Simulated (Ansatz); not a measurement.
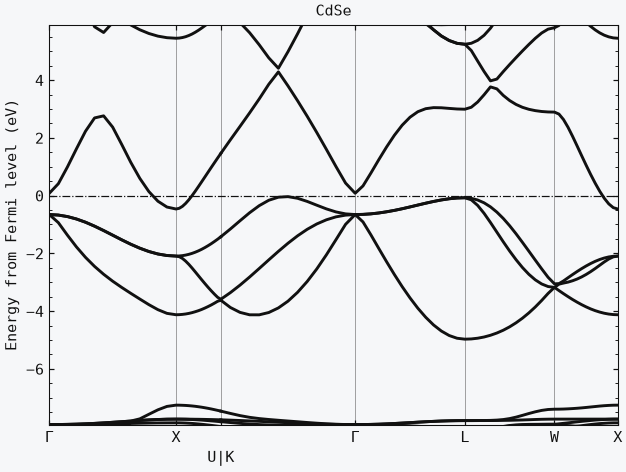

Band structure of CdSe, space group Fm-3m (No. 225), 2 atoms in the cell. Computed with Ansatz: DFT PBE, scalar-relativistic, plane waves, PAW, no spin polarisation, 12×12×12 k mesh, 420 eV cutoff, Gaussian smearing of 0.1 eV. Energies are counted from the Fermi level.

A metal: 1 band crosses the Fermi level along this path. The first band beyond the electron count dips to 0.47 eV below the Fermi level at X, under the top of the band before it between K and Γ: an overlap of 0.43 eV. The holes that balance these electrons are too few to show here, so the Fermi level is uncertain on this mesh. At W the nearest levels lie 3.06 eV below and 2.89 eV above the Fermi level.
